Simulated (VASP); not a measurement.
```
Mo P
1.0
     3.22300    0.00000    0.00000
    -1.61150    2.79120    0.00000
     0.00000    0.00000    3.19100
Mo P
1 1
Direct
  0.00000 0.00000 0.00000
  0.33333 0.66667 0.50000
```

Space group P-6m2; computed pressure about 3 GPa in this cell.

All numbers below come from VASP 6.6.1, Kohn-Sham DFT of a periodic cell, PBE, VASP PAW PBE potentials, recommended, release 54.

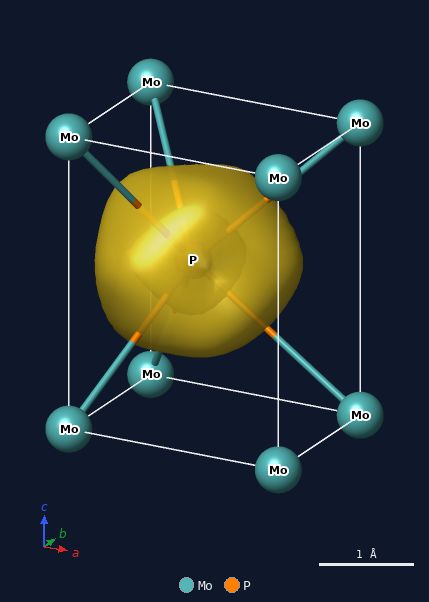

MoP. Isosurface of the ELF at 0.65 (yellow), seen at an oblique angle. Core shells and regions of very low density are left out. Sticks mark near contacts.

Core electrons are frozen (PAW), and the valence fields are smoothed inside the atomic spheres.

Where are the electrons localised?

Answer. At this value the surface marks out one region wrapped around P (its valence shell), counted in one cell of 2 atoms. Regions shared between cells count once. Along the contacts the grid gives the following. Mo–P (2.45 Å): the ELF peaks at about 0.80 in the valence shell of P, 0.8 Å from its nucleus, and is about 0.45 at the midpoint.
